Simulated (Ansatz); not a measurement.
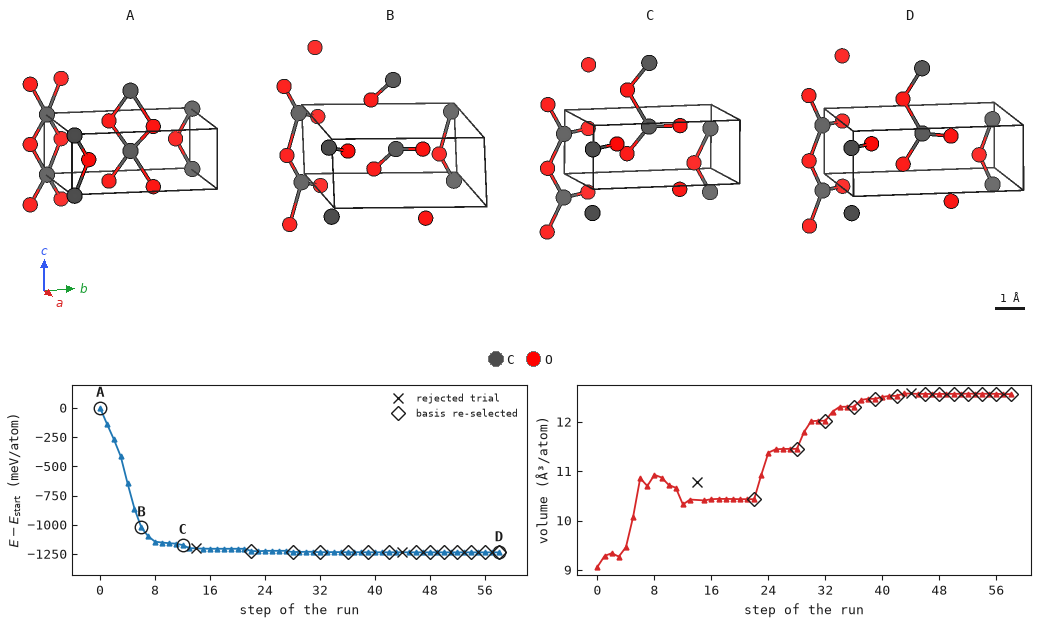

Frames of a relaxation of a crystal of CO$_{2}$ (built on the MgF2-58 type type), marked on the history of the run. Style: ball-and-stick. Shown: the cell of the calculation, slightly off an axis.

Case: shaken.

All numbers below come from DFT, PBEsol, plane waves, PAW in Ansatz 0.2.0. Settings: plane-wave cutoff 420 eV; k-point mesh 4 × 4 × 8; occupations fermi dirac; smearing width 0.05 eV; no spin polarisation; cell and atoms relaxed; force threshold 0.01 eV/Å; at most 120 steps.

**What happens along the run?**

After 43 accepted moves (58 points after the start) the energy has fallen by 1236 meV per atom. The largest force component goes from 5.9 to 0.0023 eV/Å. Pressure: 12.81 GPa at the start and 0.00 GPa at the end. The line search rejected the trial steps at points 14, 44 of the run. At 13 points the geometry stayed and the basis and grid were re-selected for the new cell (energy shift of 19.5 meV per atom at most each time). The atom that moves furthest relative to the cell is an O atom (0.72 Å roughly along −c). By element the largest moves are O 0.72 Å, C 0.62 Å. The drawn cell changes as follows: a 4.999 → 5.460 Å (+9.2 %), b 5.135 → 6.017 Å (+17.2 %), c 2.119 → 2.294 Å (+8.3 %), α 89.3° → 89.8°, β 90.0° → 89.8°, γ 89.2° → 90.0°; the volume changes by +38.6 %. Among the contacts that change: C–O 1.567 → 2.579 Å, C–O 1.482 → 1.178 Å, C–O 1.282 → 1.401 Å, C–O 1.326 → 1.401 Å. Bonds break: C–O (1.57 → 2.58 Å), C–O (1.58 → 2.58 Å). Bond angles that change, for instance: O–C–O 167.4° → 125.0°, O–C–O 164.1° → 125.0°, O–C–O 87.7° → 125.0°. The space group stays P1 (No. 1). Cost: 3.8 min on 2 threads of Arm Neoverse V2 (shared host), peak memory 0.42 GiB. From step 0 to 6: an O atom moves most (0.72 Å), volume +19.8 %, energy −1023 meV per atom. From step 6 to 12: a C atom moves most (0.57 Å), volume −4.9 %, energy −151 meV per atom. From step 12 to 58: an O atom moves most (0.42 Å), volume +21.7 %, energy −62.6 meV per atom.
